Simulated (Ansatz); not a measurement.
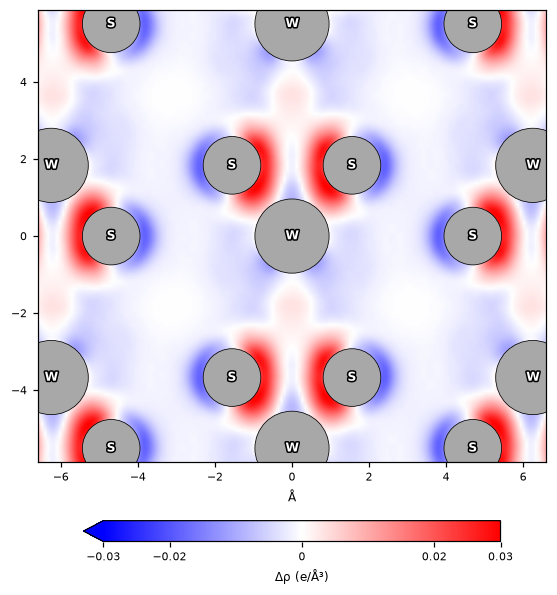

WS2. Difference of the valence pseudo-densities of two functionals at the same geometry, on the (110) plane of the calculation cell: one of PBE and r2SCAN less the other.

Both computed with Ansatz (plane waves, PAW), on the same k-point mesh. Grey discs cover the atomic cores.

```
W S
1.0
     3.18000    0.00000    0.00000
    -1.59000    2.75396    0.00000
     0.00000    0.00000   12.50000
W S
2 4
Direct
  0.33333 0.66667 0.25000
  0.66667 0.33333 0.75000
  0.33333 0.66667 0.62543
  0.66667 0.33333 0.12543
  0.33333 0.66667 0.87457
  0.66667 0.33333 0.37457
```

Question: Which was subtracted from which, and what does the map show?

Answer: It is r2SCAN less PBE. Against PBE, r2SCAN gives more density around S (+0.005 e/Å³ on average at 0.9 Å from the nucleus) and a change of +0.015 e/Å³ at the midpoint of W–S.
